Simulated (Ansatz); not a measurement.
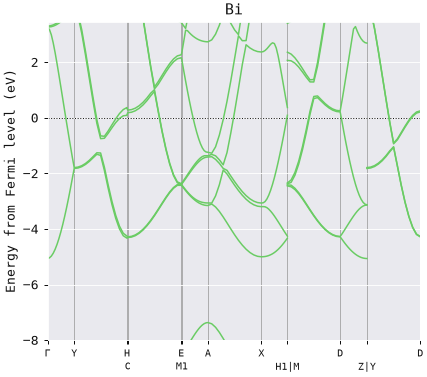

Band structure of Bi, space group P2/m, 2 atoms in the cell (a = 3.24 Å, b = 3.22 Å, c = 6.44 Å, α = 90.00°, β = 90.72°, γ = 90.00°). Ansatz; PBEsol, Ansatz PAW, no spin polarisation, no spin-orbit coupling, 7×7×4 k mesh, 420 eV cutoff, Fermi-Dirac smearing of 0.05 eV. Energies are counted from the Fermi level.

A metal: 4 bands cross the Fermi level along this path. At D the nearest levels lie 4.27 eV below and 0.21 eV above the Fermi level.

Spin-orbit coupling is left out, which matters for Bi. The PAW data sets were made with another functional. The k mesh is thin for a metal, so its Fermi level is uncertain. In reduced coordinates of the cell that was run, Y is (0, 0, 0.5), H is (−0.497, 0, 0.512), C is (−0.5, 0, 0.5), E is (−0.5, 0.5, 0.5), M1 is (−0.503, 0.5, 0.488), A is (−0.5, 0.5, 0), X is (−0.5, 0, 0), H1 is (−0.503, 0, 0.488), M is (−0.497, 0.5, 0.512), D is (0, 0.5, 0.5) and Z is (0, 0.5, 0).
